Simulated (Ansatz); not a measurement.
# GaP (slab): what the fields show

```yaml
crystal:
  lattice:
    - [3.89267, 0.00000, 0.00000]
    - [0.00000, 5.50507, 0.00000]
    - [0.00000, 0.00000, 24.73169]
  atoms:
    - { symbol: Ga, position: [0.50000, 0.50000, 0.30325] }
    - { symbol: P, position: [0.00000, 0.25000, 0.30325] }
    - { symbol: Ga, position: [0.00000, 0.00000, 0.38195] }
    - { symbol: P, position: [0.50000, 0.75000, 0.38195] }
    - { symbol: Ga, position: [0.50000, 0.50000, 0.46065] }
    - { symbol: P, position: [0.00000, 0.25000, 0.46065] }
    - { symbol: Ga, position: [0.00000, 0.00000, 0.53935] }
    - { symbol: P, position: [0.50000, 0.75000, 0.53935] }
    - { symbol: Ga, position: [0.50000, 0.50000, 0.61805] }
    - { symbol: P, position: [0.00000, 0.25000, 0.61805] }
    - { symbol: Ga, position: [0.00000, 0.00000, 0.69675] }
    - { symbol: P, position: [0.50000, 0.75000, 0.69675] }
```

Not relaxed (largest force 1.9 eV/Å).

Method: DFT PBE, scalar-relativistic, plane waves, PAW in Ansatz.

The density is the valence pseudo-density of a PAW calculation; it isn't the true density close to the nuclei.

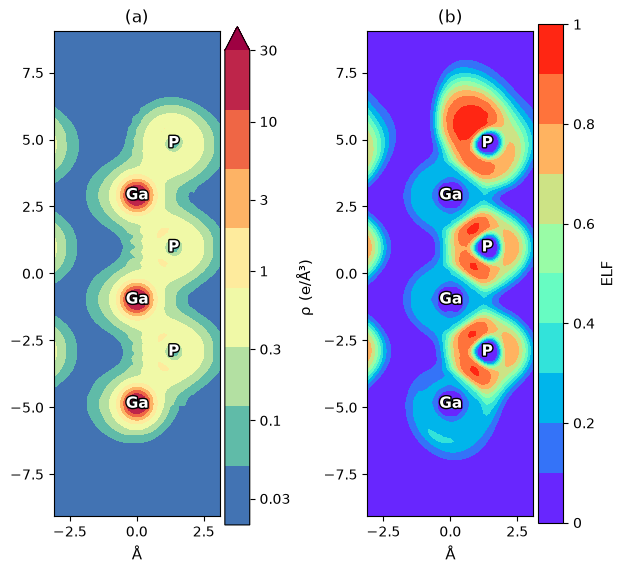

Figure 1. (a) valence electron density; (b) electron localisation function on the (100) plane of the calculation cell, a cut from vacuum to vacuum.

Q: What do the fields say about this system?

A: The plane passes through Ga and P nuclei. Ga–P (2.38 Å): ρ at the midpoint is about 0.52 e/Å³; the ELF peaks at about 0.90 in the valence shell of P, 0.8 Å from its nucleus, and is about 0.75 at the midpoint. The density dies away to nearly zero in the vacuum. The ELF also peaks beside P, away from the bonds: lone-pair regions.

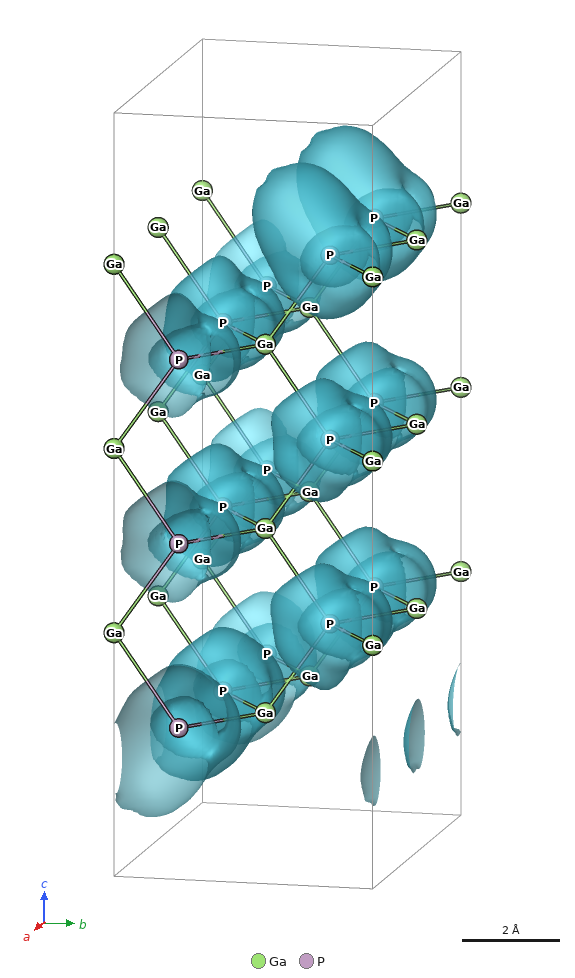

Figure 2. Isosurface of the electron localisation function at 0.7 (cyan), seen slightly off an axis. Only the valence region is drawn (cores and ρ < 0.01 e/Å³ removed). Sticks mark near contacts.

Q: Where are the electrons localised?

A: At this value the surface marks out six regions on P in which the atom's valence shell and bonds are merged, counted in one cell of 12 atoms. Counts are for one cell; the picture repeats the cell along the surface.

Q: Does the calculation give a band gap?

A: It is gapped, with a Kohn–Sham gap of 0.67 eV on the k-point mesh, an upper bound to the gap of this method.
